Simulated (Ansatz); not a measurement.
## ZnSe: single-point calculation

The run: single-point calculation of ZnSe (4 atoms in the cell). Method and program: DFT LDA, scalar-relativistic, plane waves, PAW, PAW set soft_1, no spin polarisation (Ansatz 0.2.0).

The structure derives from a Materials Project entry. Figures and captions count atoms from 1; the log counts them from 0 in places.

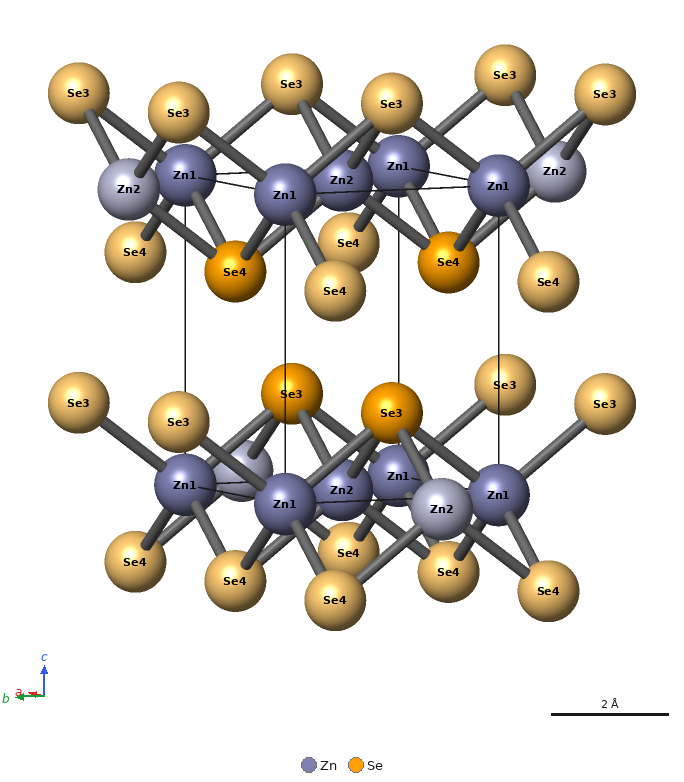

Figure 1. The structure as given in the input (ball-and-stick view of the cell of the calculation, seen at an oblique angle; neighbours outside the cell are drawn fainter; atoms are numbered from 1 in the order of the input).

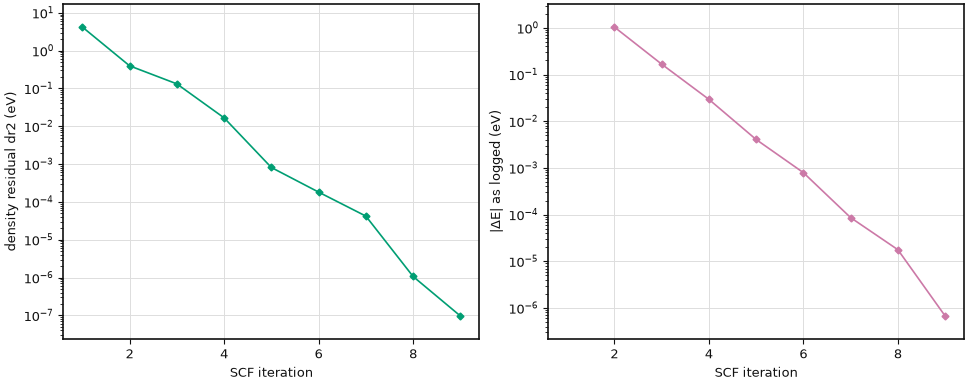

Figure 2. Convergence of the self-consistent field: density residual dr2 and size of the energy change against the SCF iteration. The residual falls at every step.

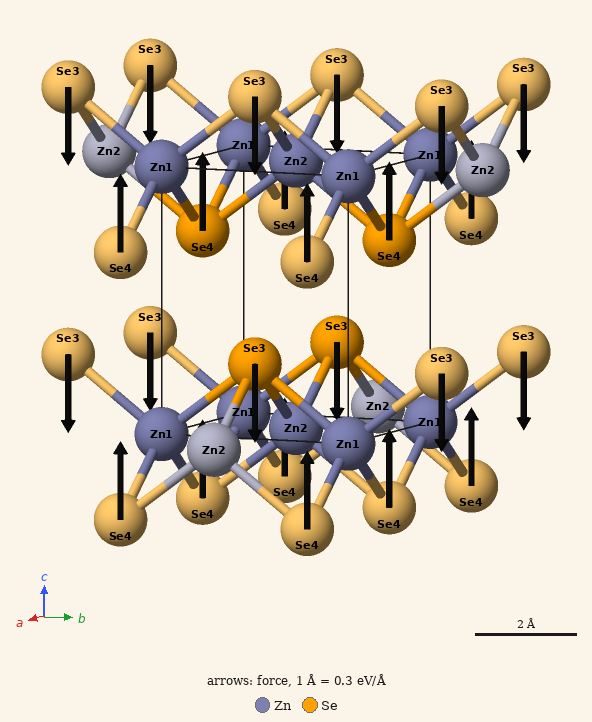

Figure 3. Forces on the atoms as black arrows (ball-and-stick view of the cell of the calculation, seen slightly off an axis; neighbours outside the cell are drawn fainter; atoms are numbered from 1 in the order of the input). The largest act on Se3, Se4 (0.47 eV/Å). The geometry is not a stationary point of this energy.

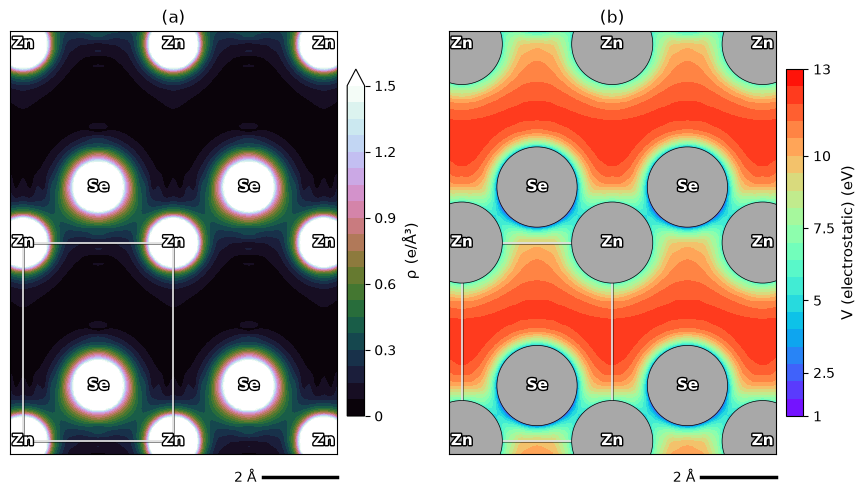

Figure 4. (a) valence charge density (pseudo); (b) electrostatic potential (local pseudopotential plus Hartree) felt by an electron on the (100) plane of the conventional cell. Grey discs, where drawn, cover atomic cores. Zn–Se (2.52 Å): ρ at the midpoint is about 0.41 e/Å³. The density dies away to nearly zero in the voids. Outside the cores the potential energy rises away from the atoms and is highest about 2.3 Å from the nearest atoms; outside the discs it spans about 10 eV, and its zero is arbitrary. In a PAW calculation such maps are meaningful between the atoms, not at the nuclei.

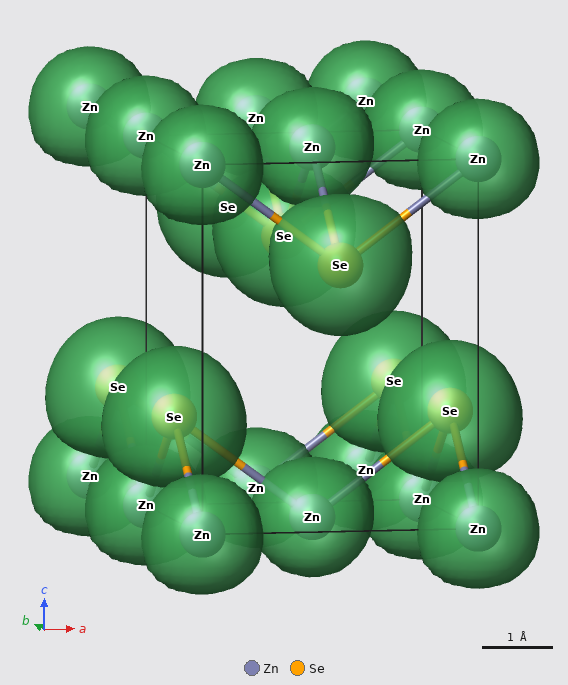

Figure 5. Isosurface of the valence charge density (pseudo) at 0.5 e/Å³ (green), seen slightly off an axis. Sticks mark near contacts. The outline is the cell set on symmetry axes. At this value the density breaks into separate islands; it holds about 80 % of the electrons treated as valence. It is pinched off along the Zn–Se (2.52 Å) contacts. On the grid the lowest density along these lines, outside the cores, is 0.38 e/Å³ (Zn–Se, 2.52 Å).

These pictures come from the run below.

### The input
```yaml
crystal:
  lattice:
    - [4.0489866141, 0.0, 0.0]
    - [0.0, 4.0489866141, 0.0]
    - [0.0, 0.0, 5.3439192278]
  atoms:
    - { symbol: Zn, position: [0.0, 0.0, 0.0] }
    - { symbol: Zn, position: [0.5, 0.5, 0.0] }
    - { symbol: Se, position: [0.0, 0.5, 0.2797006005] }
    - { symbol: Se, position: [0.5, 0.0, 0.7202993995] }
basis:
  ecutwfc: 520.0
kpoints:
  mp_grid: { grid: [8, 8, 6] }
hamiltonian:
  xc: lda
  pseudopotentials: { kind: paw, azcp: { folder: soft_1 } }
scf:
  occupations: { method: gaussian, width: 0.05 }
output:
  forces: true
  stress: true
  eigenvalues: true
  write_density: true
  write_potential: true
  elf: true
  volumetric_format: npy
```

Launched with:
```bash
ansatz run input.yaml --threads 2 --pin off --max-ram 4096MiB --backend cpu --events-out ev --progress --plain --runs-dir out
```

### Log
```
Warning: [file] the record states the generating functional pbe (its physics header spells it `PBE`), which answers neither for hamiltonian.xc's functional nor for the lda family's — results may be inconsistent (PPs are generated against a specific XC)
Warning: [file] the record states the generating functional pbe (its physics header spells it `PBE`), which answers neither for hamiltonian.xc's functional nor for the lda family's — results may be inconsistent (PPs are generated against a specific XC)
Engine: ansatz 0.2.0, aarch64-unknown-linux-gnu
Pseudopotentials: kind: paw
Pseudopotential: Zn, paw, valence charge 12, recommended cutoff 420 eV (normal), [file]
Pseudopotential: Se, paw, valence charge 16, recommended cutoff 420 eV (normal), [file]
Functional definition: SPW92
  exchange = slater_x
  correlation = pw_c
Crystal: 4 atoms, lattice volume = 87.610 Å³
Basis set: ecut = 520 eV, 2371 PW (Γ)
Bands: 34, of which v1, the nominal top of the filled ones, is band 28 counted from 1 (27 counted from 0)
Symmetry: 16 space group operations
Space group: P4/nmm (ITA 129), of the structure as read, at distance tolerance 4.4e-5 Å
k-points: 60 of 384
Non-local potential: Zn, projectors of the file, l = 0: 2, l = 1: 2, l = 2: 3, l = 3: 1
Non-local potential: Se, projectors of the file, l = 0: 2, l = 1: 2, l = 2: 3, l = 3: 1
PAW form: soft (Blöchl's): semilocal exchange-correlation on the pseudo side does not see the compensation charge
PAW frozen core: Zn, regenerated for the run's functional, and the local potential with it (the file was generated under x = pbe(κ = 0.804, μ = 0.2195149727645171), c = pbe(β = 0.06672455060314922))
PAW frozen core: Se, regenerated for the run's functional, and the local potential with it (the file was generated under x = pbe(κ = 0.804, μ = 0.2195149727645171), c = pbe(β = 0.06672455060314922))
PAW one-centre angular grid: Zn, 590 points (default); XC on 64 Gauss nodes
PAW one-centre angular grid: Se, 590 points (default); XC on 64 Gauss nodes
Initial density: superposition of atomic densities (chi_scale 0.1, normalization cell, long waves kept (reshape's long-wave potential 0.09 eV rms))
Initial wavefunctions: pseudopotential atomic-orbital guess
Functional: x = slater, c = lda
SCF iter   1: F=—  HF=-17262.204613 eV  |F-HF|=—  |Δ(HF+E_count)|=         —  Δρ=6.45e-2  dr2=4.20e0  ethr=3.10e-3  ⟨swp⟩=6.5  Hψ=9105  notcnv=0
preconditioner: auto → Resta (q_TF=auto, 2.532 Å⁻¹)  ε∞=4.9  [insulator: Δε(μ)=0.754 eV  Ē_g=12.027 eV  σ=0.050 eV  W_gap=1.00  n_scr=28 (ndim 8)  ℏωp=23.8 eV  f_vac=0.042  D(μ)=0.00/eV (n_scr^D=0)  ε∞_Penn≈4.9]
SCF iter   2: F=—  HF=-17261.165879 eV  |F-HF|=—  |Δ(HF+E_count)|=    1.04e0  Δρ=1.70e-2  dr2=3.96e-1  ethr=3.10e-3  ⟨swp⟩=3.0  Hψ=3921  notcnv=0  defer=109
SCF iter   3: F=—  HF=-17260.998782 eV  |F-HF|=—  |Δ(HF+E_count)|=   1.67e-1  Δρ=1.21e-2  dr2=1.32e-1  ethr=7.07e-4  ⟨swp⟩=2.0  Hψ=3541  notcnv=0  defer=109
SCF iter   4: F=—  HF=-17260.969361 eV  |F-HF|=—  |Δ(HF+E_count)|=   2.94e-2  Δρ=5.47e-3  dr2=1.67e-2  ethr=2.36e-4  ⟨swp⟩=2.6  Hψ=3405  notcnv=0  defer=109
SCF iter   5: F=—  HF=-17260.973421 eV  |F-HF|=—  |Δ(HF+E_count)|=   4.06e-3  Δρ=9.44e-4  dr2=8.14e-4  ethr=2.98e-5  ⟨swp⟩=2.0  Hψ=3531  notcnv=0  defer=109
SCF iter   6: F=—  HF=-17260.972629 eV  |F-HF|=—  |Δ(HF+E_count)|=   7.92e-4  Δρ=5.62e-4  dr2=1.82e-4  ethr=1.45e-6  ⟨swp⟩=2.0  Hψ=3611  notcnv=0  defer=109
SCF iter   7: F=—  HF=-17260.972715 eV  |F-HF|=—  |Δ(HF+E_count)|=   8.62e-5  Δρ=2.38e-4  dr2=4.22e-5  ethr=3.25e-7  ⟨swp⟩=2.0  Hψ=3607  notcnv=0  defer=109
SCF iter   8: F=—  HF=-17260.972733 eV  |F-HF|=—  |Δ(HF+E_count)|=   1.77e-5  Δρ=3.12e-5  dr2=1.07e-6  ethr=7.54e-8  ⟨swp⟩=2.1  Hψ=2855  notcnv=0  defer=109
SCF iter   9: F=-17260.972734 eV  HF=-17260.972734 eV  |F-HF|=6.58e-8  |Δ(HF+E_count)|=   6.75e-7  Δρ=1.42e-5  dr2=9.69e-8  ethr=1.79e-10  ⟨swp⟩=12.5  Hψ=15909  notcnv=0
SCF 1 converged in 9 iterations: F = -17260.972734 eV  dr2 = 9.69e-8
  greatest PAW one-centre occupation: 1.000 electrons in one spin orbital (limit 2), on the Se atom at site 3 (counted from 0), in its partial waves of l = 2
SCF converged after 9 iterations
Free energy (F): -17260.972734 eV
Harris-Foulkes:  -17260.972734 eV  (|F-HF|=6.58e-8)
Internal energy: -17260.972734 eV  (E = F + TS)
E sigma→0 (E₀):  -17260.972734 eV
Fermi energy:    7.522921 eV
--- Per-component energies (eV) ---
  E_band       = -780.794011
  E_kinetic    = 516.909037
  E_local      = -9724.019437  (includes V_loc(G=0)·N_el)
  E_nonlocal   = 946.071603
  E_hartree    = 4500.098258
  E_xc         = -324.490113
  E_vxc        = -283.721972  (∫ρ·V_xc dr)
  E_paw        = -7743.474421  (= ΣΔE_a)
  E_vpaw       = -1236.244887  (= ΣTr[D̂ρ^β])
  E_aug_tail   = 0.000172  (compensation charges beyond the density's cutoff)
  E_ewald      = -5439.616842
  E_core_change = 7.549007  (= ΣΔE_core)
  E_smearing   = -0.000000  (= −TS)
  E_closure    = -0.000000  (closes the sum)
  Σ components = -17260.972734   (vs F -17260.972734, Δ=0.00e0)
--- Forces (eV/Å), atoms counted from 1 ---
  atom   1  Zn     0.00000000     0.00000000     0.00000000
  atom   2  Zn     0.00000000     0.00000000     0.00000000
  atom   3  Se     0.00000000     0.00000000    -0.47198870
  atom   4  Se     0.00000000     0.00000000     0.47198870
  max |Σ_I F_I| component: 0.00e0 eV/Å
--- Stress (GPa, compression-positive) ---
       -3.318878       0.000000       0.000000
        0.000000      -3.318878       0.000000
        0.000000       0.000000      -3.110194
  P = ⅓ Tr σ = -3.2493 GPa (-32.493 kbar)
--- Band table (eV; the first three rows and the last of 60) ---
  k-point 0: bands = ["-40.3759", "-40.3759", "-40.3754", "-40.3754", "-40.3743", "-40.3741", "-40.3726", "-40.3723", "-40.3689", "-40.3685", "-6.7541", "-5.4553", "-0.4256", "-0.3852", "-0.2730", "-0.2730", "-0.1682", "0.1381", "0.1381", "0.2587", "0.3311", "0.5601", "2.2139", "4.1525", "4.1525", "6.5855", "6.7945", "6.7945", "8.2502", "8.3290", "9.4340", "12.1308", "12.1308", "12.5865"]
  k-point 1: bands = ["-40.3759", "-40.3759", "-40.3754", "-40.3754", "-40.3743", "-40.3741", "-40.3726", "-40.3723", "-40.3688", "-40.3685", "-6.6857", "-5.5503", "-0.4201", "-0.3852", "-0.2790", "-0.2790", "-0.1965", "0.1389", "0.1389", "0.2606", "0.3311", "0.5601", "2.3287", "4.2465", "4.2465", "6.1026", "6.6066", "6.6066", "8.3953", "8.7647", "9.7907", "12.2015", "12.3572", "12.3572"]
  k-point 2: bands = ["-40.3759", "-40.3759", "-40.3754", "-40.3754", "-40.3743", "-40.3741", "-40.3725", "-40.3724", "-40.3688", "-40.3685", "-6.5000", "-5.7885", "-0.4041", "-0.3850", "-0.2907", "-0.2907", "-0.2516", "0.1403", "0.1403", "0.2644", "0.3311", "0.5601", "2.5753", "4.4794", "4.4794", "5.4329", "6.2035", "6.2035", "8.5496", "9.6105", "10.5679", "11.5653", "12.8588", "12.8588"]
  k-point 59: bands = ["-40.3759", "-40.3759", "-40.3756", "-40.3756", "-40.3741", "-40.3741", "-40.3721", "-40.3721", "-40.3687", "-40.3687", "-5.5711", "-5.5711", "-0.4323", "-0.4323", "0.0115", "0.0115", "0.1500", "0.1500", "0.1732", "0.1732", "0.2480", "0.2480", "2.4662", "2.4662", "3.5428", "3.5428", "3.7725", "3.7725", "11.7421", "11.7421", "11.9048", "11.9048", "15.0771", "15.0771"]
```

### Results in brief

```tsv
quantity	value
outcome	converged
space group (tolerance 0.01 Å)	P4/nmm (129)
electrons treated	56
free energy	−17260.9727 eV
Fermi energy	7.523 eV
gap on the k-point mesh	1.46 eV
pressure	−3.25 GPa
largest force (length of the vector)	0.472 eV/Å
hardware	2 threads of Arm Neoverse N1, 98 GiB of memory available, shared host
wall time	19 s (CPU time 38 s)
peak memory	0.47 GiB
```

### Notes

The program warns: the PAW datasets were made with another functional.
